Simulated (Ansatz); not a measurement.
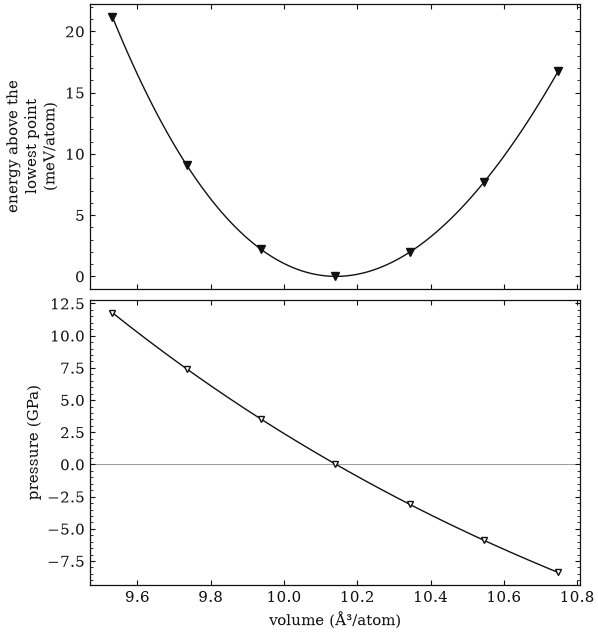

Energy above the lowest point and pressure against volume for ZnO, space group Fm-3m (No. 225) (one of a set of cubic test structures, which need not be the stable phase).

A third-order Birch–Murnaghan fit gives V0 = 10.14 Å³/atom, B0 = 165 GPa and B′ = 4.5. The energy above the lowest point is 21.2 meV/atom at volume 9.53 Å³/atom and 16.7 meV/atom at 10.75 Å³/atom; the lowest computed point is at volume 10.14 Å³/atom (0.0 meV/atom), in a single well. The pressure falls from 11.8 GPa at volume 9.53 Å³/atom to −8.4 GPa at 10.75 Å³/atom, and changes sign near 10.14 Å³/atom.

Calculation (Ansatz 0.2.0 development build): equation of state of a cubic crystal from periodic Kohn-Sham density functional theory without spin, third-order Birch-Murnaghan fit to the free energies; pressure corrected for the finite basis. Level: PBE.

| setting | value |
| --- | --- |
| structure type | rock salt |
| atoms in cell | 2 |
| space group number | 225 |
| lattice centring | face-centred primitive |
| k mesh | 22×22×22 |
| occupation method | Fermi–Dirac |
| occupation width | 0.06123 eV |
| wave cutoff | 700 eV |
| datasets | hard PAW |
| density tolerance | 1e−09 eV |
| bands | 17 |
| density cutoff ratio | 4 |
| search for lower states | default |

Keep in mind: cubic model structure, not the ambient form.

Input of one of the runs behind the figure:
```
crystal:
  lattice:
    - [0.0, 2.164409468907, 2.164409468907]
    - [2.164409468907, 0.0, 2.164409468907]
    - [2.164409468907, 2.164409468907, 0.0]
  atoms:
    - { symbol: Zn, position: [0, 0, 0] }
    - { symbol: O, position: [0.5, 0.5, 0.5] }
kpoints:
  mp_grid: { grid: [22, 22, 22] }
hamiltonian:
  xc: pbe
  pseudopotentials:
    kind: paw
    azcp:
      O: "pseudopotentials/pbe/paw/ansatz_paw_generated_hard_1/O.paw.azcp"
      Zn: "pseudopotentials/pbe/paw/ansatz_paw_generated_hard_1/Zn.paw.azcp"
scf:
  occupations: { method: fermi_dirac, width: 0.061225619053 }
  convergence: { dr2_threshold: "1e-9 eV" }
  max_iter: 300
output:
  forces: true
  stress: true
```

Run as:
```bash
ansatz run input.yaml --threads 1
```
